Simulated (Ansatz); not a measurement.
# Run report: Ga96N96, single-point calculation (part 3 of 3)

The same run, continued: Ga96N96 (192 atoms in the cell); DFT, HSE06, PAW, plane waves (Ansatz 0.2.0); cutoff 420 eV, 1×1×1 k-mesh, Fermi–Dirac smearing of 0.01 eV. The structure was built on a prototype by a generator.

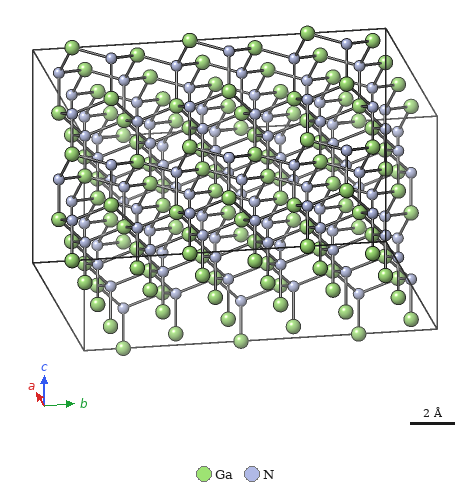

Figure 1. The structure (ball-and-stick view of the cell of the calculation, seen at an oblique angle).

## Output, continued
```
  atom 124  N      0.00000000    -0.00409106     0.01601515
  atom 125  N      0.00000000    -0.00409106     0.01601515
  atom 126  N      0.00000000    -0.00409106     0.01601515
  atom 127  N      0.00000000    -0.00409106     0.01601515
  atom 128  N      0.00000000    -0.00409106     0.01601515
  atom 129  N      0.00000000    -0.00409106     0.01601515
  atom 130  N      0.00000000    -0.00409106     0.01601515
  atom 131  N      0.00000000    -0.00409106     0.01601515
  atom 132  N      0.00000000    -0.00409106     0.01601515
  atom 133  N      0.00000000    -0.00409106     0.01601515
  atom 134  N      0.00000000    -0.00409106     0.01601515
  atom 135  N      0.00000000    -0.00409106     0.01601515
  atom 136  N      0.00000000    -0.00409106     0.01601515
  atom 137  N      0.00000000    -0.00409106     0.01601515
  atom 138  N      0.00000000    -0.00409106     0.01601515
  atom 139  N      0.00000000    -0.00409106     0.01601515
  atom 140  N      0.00000000    -0.00409106     0.01601515
  atom 141  N      0.00000000    -0.00409106     0.01601515
  atom 142  N      0.00000000    -0.00409106     0.01601515
  atom 143  N      0.00000000    -0.00409106     0.01601515
  atom 144  N      0.00000000    -0.00409106     0.01601515
  atom 145  N     -0.00000000     0.00409106     0.01601515
  atom 146  N     -0.00000000     0.00409106     0.01601515
  atom 147  N     -0.00000000     0.00409106     0.01601515
  atom 148  N     -0.00000000     0.00409106     0.01601515
  atom 149  N     -0.00000000     0.00409106     0.01601515
  atom 150  N     -0.00000000     0.00409106     0.01601515
  atom 151  N     -0.00000000     0.00409106     0.01601515
  atom 152  N     -0.00000000     0.00409106     0.01601515
  atom 153  N     -0.00000000     0.00409106     0.01601515
  atom 154  N     -0.00000000     0.00409106     0.01601515
  atom 155  N     -0.00000000     0.00409106     0.01601515
  atom 156  N     -0.00000000     0.00409106     0.01601515
  atom 157  N     -0.00000000     0.00409106     0.01601515
  atom 158  N     -0.00000000     0.00409106     0.01601515
  atom 159  N     -0.00000000     0.00409106     0.01601515
  atom 160  N     -0.00000000     0.00409106     0.01601515
  atom 161  N     -0.00000000     0.00409106     0.01601515
  atom 162  N     -0.00000000     0.00409106     0.01601515
  atom 163  N     -0.00000000     0.00409106     0.01601515
  atom 164  N     -0.00000000     0.00409106     0.01601515
  atom 165  N     -0.00000000     0.00409106     0.01601515
  atom 166  N     -0.00000000     0.00409106     0.01601515
  atom 167  N     -0.00000000     0.00409106     0.01601515
  atom 168  N     -0.00000000     0.00409106     0.01601515
  atom 169  N     -0.00000000     0.00409106     0.01601515
  atom 170  N     -0.00000000     0.00409106     0.01601515
  atom 171  N     -0.00000000     0.00409106     0.01601515
  atom 172  N     -0.00000000     0.00409106     0.01601515
  atom 173  N     -0.00000000     0.00409106     0.01601515
  atom 174  N     -0.00000000     0.00409106     0.01601515
  atom 175  N     -0.00000000     0.00409106     0.01601515
  atom 176  N     -0.00000000     0.00409106     0.01601515
  atom 177  N     -0.00000000     0.00409106     0.01601515
  atom 178  N     -0.00000000     0.00409106     0.01601515
  atom 179  N     -0.00000000     0.00409106     0.01601515
  atom 180  N     -0.00000000     0.00409106     0.01601515
  atom 181  N     -0.00000000     0.00409106     0.01601515
  atom 182  N     -0.00000000     0.00409106     0.01601515
  atom 183  N     -0.00000000     0.00409106     0.01601515
  atom 184  N     -0.00000000     0.00409106     0.01601515
  atom 185  N     -0.00000000     0.00409106     0.01601515
  atom 186  N     -0.00000000     0.00409106     0.01601515
  atom 187  N     -0.00000000     0.00409106     0.01601515
  atom 188  N     -0.00000000     0.00409106     0.01601515
  atom 189  N     -0.00000000     0.00409106     0.01601515
  atom 190  N     -0.00000000     0.00409106     0.01601515
  atom 191  N     -0.00000000     0.00409106     0.01601515
  atom 192  N     -0.00000000     0.00409106     0.01601515
  max |Σ_I F_I| component: 3.26e-4 eV/Å
--- Band table (eV) ---
  k-point 0: bands = ["-8.5829", "-8.3667", "-8.3667", "-8.2575", "-8.2575", "-8.1524", "-8.1524", "-8.1524", "-8.1524", "-8.1504", ... 846 levels left out ..., "8.3857", "8.5885", "8.5885", "8.6742", "8.6742", "8.8936", "8.9342", "8.9347", "12.1420", "13.6879", "13.6879", "14.3631", "14.3631", "14.6238", "14.6238", "14.6288", "14.6288", "14.6571", "14.8619", "14.8619", "14.8619", "14.8619", "14.9623", "14.9623", "14.9623", "14.9623", "14.9623", "14.9623", "14.9623",
      "14.9623", "15.1533", "15.1533", "15.1533", "15.1533", "15.2153", "15.2153", "15.3386", "15.4126", "15.4126", "15.5476", "15.5476", "15.5476", "15.5476", "15.5476", "15.5476", "15.5476", "15.5476", "15.5685", "15.5685", "15.5685", "15.5685", "15.7707", "15.7707", "15.7707", "15.7707", "15.9023", "15.9023", "15.9023", "15.9023", "15.9115", "15.9115", "15.9491", "16.0259", "16.0259", "16.0548", "16.0548", "16.0548", "16.0548", "16.0548",
      "16.0548", "16.0548", "16.0548", "16.0910", "16.0910", "16.0910", "16.0910", "16.1763", "16.1763", "16.1763", "16.1763", "16.1777", "16.1777", "16.2572", "16.2572", "16.2572", "16.2572", "16.3714", "16.3844", "16.3844", "16.3844", "16.3844", "16.4408", "16.4408", "16.4408", "16.4408", "16.4592", "16.4592", "16.4592", "16.4592", "16.7275", "16.7275", "16.7584", "16.7584", "16.7584", "16.7584", "17.0486", "17.0486", "17.2512", "17.2512",
      "17.6165", "17.6165", "17.6165", "17.6165", "17.9484", "17.9484", "17.9484", "17.9484", "18.0229", "18.0229", "18.0549", "18.0549", "18.0549", "18.0549", "18.1449", "18.1449", "18.1449", "18.1449", "18.2164", "18.2164", "18.2164", "18.2164", "18.2200", "18.2200", "18.2740", "18.2740", "18.2740", "18.2740", "18.2740", "18.2740", "18.2740", "18.2740", "18.2943", "18.2943", "18.3070", "18.3070", "18.4111", "18.4111", "18.4111", "18.4111",
      "18.4458", "18.4458", "18.4458", "18.4458", "18.4458", "18.4458", "18.4458", "18.4458", "18.4520", "18.4520", "18.4550", "18.4550", "18.5169", "18.5169", "18.5169", "18.5169", "18.6024", "18.6024", "18.6024", "18.6024", "18.6173", "18.6173", "18.6173", "18.6173", "18.6173", "18.6173", "18.6173", "18.6173", "18.6213", "18.6213", "18.6565", "18.6565", "18.9783", "18.9783", "18.9960", "18.9960", "18.9960", "18.9960", "19.0221", "19.0221",
      "19.1193", "19.1193", "19.3426", "19.3426", "19.3426", "19.3426", "19.4116", "19.4430", "19.4430", "19.6637", "19.6637"]
--- Löwdin populations: 192 sites ---
  site symbol       q [e]
     0     Ga     12.1695
     1     Ga     12.1695
     2     Ga     12.1695
     3     Ga     12.1695
     4     Ga     12.1695
     5     Ga     12.1695
     6     Ga     12.1695
     7     Ga     12.1695
     8     Ga     12.1695
     9     Ga     12.1695
    10     Ga     12.1695
    11     Ga     12.1695
    12     Ga     12.1695
    13     Ga     12.1695
    14     Ga     12.1695
    15     Ga     12.1695
    16     Ga     12.1695
    17     Ga     12.1695
    18     Ga     12.1695
    19     Ga     12.1695
    20     Ga     12.1695
    21     Ga     12.1695
    22     Ga     12.1695
    23     Ga     12.1695
    24     Ga     12.1695
    25     Ga     12.1695
    26     Ga     12.1695
    27     Ga     12.1695
    28     Ga     12.1695
    29     Ga     12.1695
    30     Ga     12.1695
    31     Ga     12.1695
    32     Ga     12.1695
    33     Ga     12.1695
    34     Ga     12.1695
    35     Ga     12.1695
    36     Ga     12.1695
    37     Ga     12.1695
    38     Ga     12.1695
    39     Ga     12.1695
    40     Ga     12.1695
    41     Ga     12.1695
    42     Ga     12.1695
    43     Ga     12.1695
    44     Ga     12.1695
    45     Ga     12.1695
    46     Ga     12.1695
    47     Ga     12.1695
    48     Ga     12.1695
    49     Ga     12.1695
    50     Ga     12.1695
    51     Ga     12.1695
    52     Ga     12.1695
    53     Ga     12.1695
    54     Ga     12.1695
    55     Ga     12.1695
    56     Ga     12.1695
    57     Ga     12.1695
    58     Ga     12.1695
    59     Ga     12.1695
    60     Ga     12.1695
    61     Ga     12.1695
    62     Ga     12.1695
    63     Ga     12.1695
    64     Ga     12.1695
    65     Ga     12.1695
    66     Ga     12.1695
    67     Ga     12.1695
    68     Ga     12.1695
    69     Ga     12.1695
    70     Ga     12.1695
    71     Ga     12.1695
    72     Ga     12.1695
    73     Ga     12.1695
    74     Ga     12.1695
    75     Ga     12.1695
    76     Ga     12.1695
    77     Ga     12.1695
    78     Ga     12.1695
    79     Ga     12.1695
    80     Ga     12.1695
    81     Ga     12.1695
    82     Ga     12.1695
    83     Ga     12.1695
    84     Ga     12.1695
    85     Ga     12.1695
    86     Ga     12.1695
    87     Ga     12.1695
    88     Ga     12.1695
    89     Ga     12.1695
    90     Ga     12.1695
    91     Ga     12.1695
    92     Ga     12.1695
    93     Ga     12.1695
    94     Ga     12.1695
    95     Ga     12.1695
    96      N      5.7890
    97      N      5.7890
    98      N      5.7890
    99      N      5.7890
   100      N      5.7890
   101      N      5.7890
   102      N      5.7890
   103      N      5.7890
   104      N      5.7890
   105      N      5.7890
   106      N      5.7890
   107      N      5.7890
   108      N      5.7890
   109      N      5.7890
   110      N      5.7890
   111      N      5.7890
   112      N      5.7890
   113      N      5.7890
   114      N      5.7890
   115      N      5.7890
   116      N      5.7890
   117      N      5.7890
   118      N      5.7890
   119      N      5.7890
   120      N      5.7890
   121      N      5.7890
   122      N      5.7890
   123      N      5.7890
   124      N      5.7890
   125      N      5.7890
   126      N      5.7890
   127      N      5.7890
   128      N      5.7890
   129      N      5.7890
   130      N      5.7890
   131      N      5.7890
   132      N      5.7890
   133      N      5.7890
   134      N      5.7890
   135      N      5.7890
   136      N      5.7890
   137      N      5.7890
   138      N      5.7890
   139      N      5.7890
   140      N      5.7890
   141      N      5.7890
   142      N      5.7890
   143      N      5.7890
   144      N      5.7890
   145      N      5.7890
   146      N      5.7890
   147      N      5.7890
   148      N      5.7890
   149      N      5.7890
   150      N      5.7890
   151      N      5.7890
   152      N      5.7890
   153      N      5.7890
   154      N      5.7890
   155      N      5.7890
   156      N      5.7890
   157      N      5.7890
   158      N      5.7890
   159      N      5.7890
   160      N      5.7890
   161      N      5.7890
   162      N      5.7890
   163      N      5.7890
   164      N      5.7890
   165      N      5.7890
   166      N      5.7890
   167      N      5.7890
   168      N      5.7890
   169      N      5.7890
   170      N      5.7890
   171      N      5.7890
   172      N      5.7890
   173      N      5.7890
   174      N      5.7890
   175      N      5.7890
   176      N      5.7890
   177      N      5.7890
   178      N      5.7890
   179      N      5.7890
   180      N      5.7890
   181      N      5.7890
   182      N      5.7890
   183      N      5.7890
   184      N      5.7890
   185      N      5.7890
   186      N      5.7890
   187      N      5.7890
   188      N      5.7890
   189      N      5.7890
   190      N      5.7890
   191      N      5.7890
  spilling = 0.002304 (of n_electrons = 1728.000000)
```

## Summary

| quantity | value |
| --- | --- |
| outcome | converged |
| space group (tolerance 0.01 Å) | P6₃mc (186) |
| electrons treated | 1728 |
| free energy | −400166.5442 eV |
| Fermi energy | 10.542 eV |
| largest force (length of the vector) | 0.017 eV/Å |
| wall time | 5.3 min (CPU time 21 min) |
| peak memory | 13 GiB |

## Remarks

Warnings of the run: the structure was made exactly symmetric. The k-point mesh is coarse for a cell of this size, so the results may not be converged.
